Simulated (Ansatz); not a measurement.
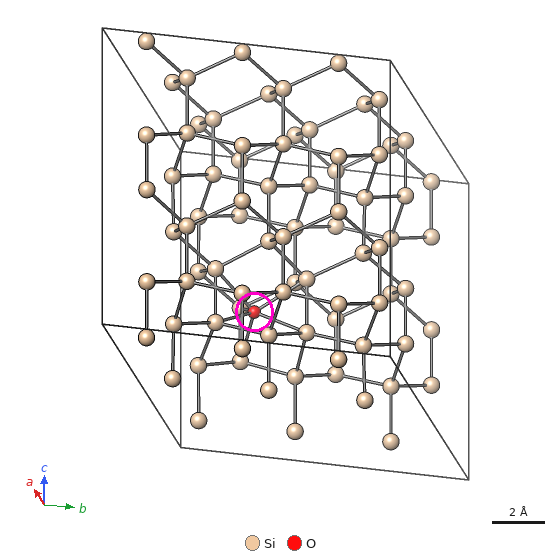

Structure drawing (ball-and-stick), viewed from a general direction. The supercell is outlined; an atom on or near a face, edge or corner is repeated at each equivalent position. The host is Si, in a cell of 72 sites, and the cell carries a charge of +1. A ring marks the defect's site.

> Spot the defect.

An interstitial oxygen atom. It is bonded to six Si at about 2.4 Å.

Calculation details: DFT PBE, scalar-relativistic, plane waves, PAW (Ansatz 0.2.0); an energy cutoff of 420 eV, k-grid 1×1×1, Gaussian smearing of 0.02 eV, collinear spins.

> Does the defect leave unpaired spin?

Yes, 1.0 μB in the cell.

The atoms were relaxed in the host's cell with DFT PBE, scalar-relativistic, plane waves, PAW in Ansatz.
